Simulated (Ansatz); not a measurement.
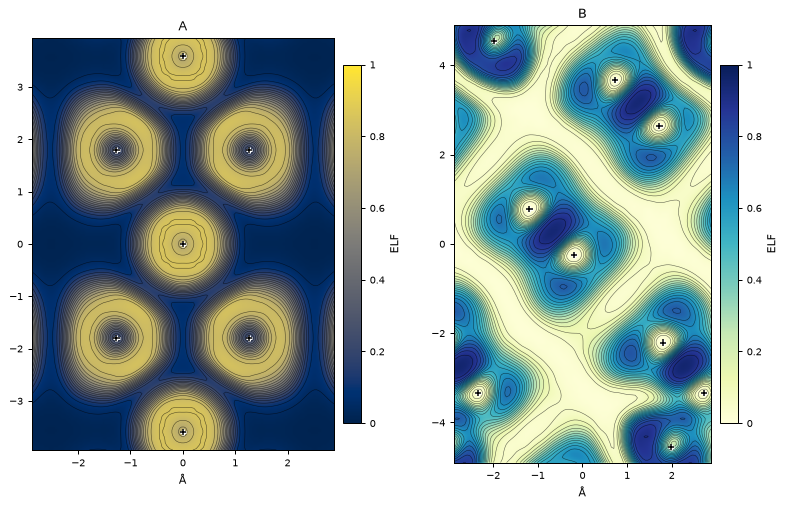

The electron localisation function of 2 systems, each on a plane through atoms (crosses mark nuclei in the plane).

Computed with DFT PBE+D3(BJ), scalar-relativistic, plane waves, PAW in Ansatz 0.2.0.

System 1: HfO$_{2}$, the (011) plane of the conventional cell. Space group Fm-3m.

```
Hf O
1.0
     5.07288    0.00000    0.00000
     0.00000    5.07288    0.00000
     0.00000    0.00000    5.07288
Hf O
4 8
Direct
  0.00000 0.00000 0.00000
  0.50000 0.50000 0.00000
  0.50000 0.00000 0.50000
  0.00000 0.50000 0.50000
  0.25000 0.25000 0.25000
  0.75000 0.75000 0.25000
  0.75000 0.25000 0.75000
  0.25000 0.75000 0.75000
  0.75000 0.25000 0.25000
  0.25000 0.75000 0.25000
  0.25000 0.25000 0.75000
  0.75000 0.75000 0.75000
```

System 2: C$_{18}$O (cell with a defect), the (011) plane of the calculation cell. 

Match each panel to its system.

Answer. Panel A is system 1, HfO$_{2}$: the plane holds Hf and O. Hf–O (2.20 Å): the ELF peaks at about 0.85 in the valence shell of O, 0.6 Å from its nucleus, and drops to about 0.15 between the two atoms (no localised pair shows between them). Panel B is system 2, C$_{18}$O: the plane holds C and O. C–C (1.43 Å): the ELF peaks at about 0.95 between the atoms; localised, covalent bonding.
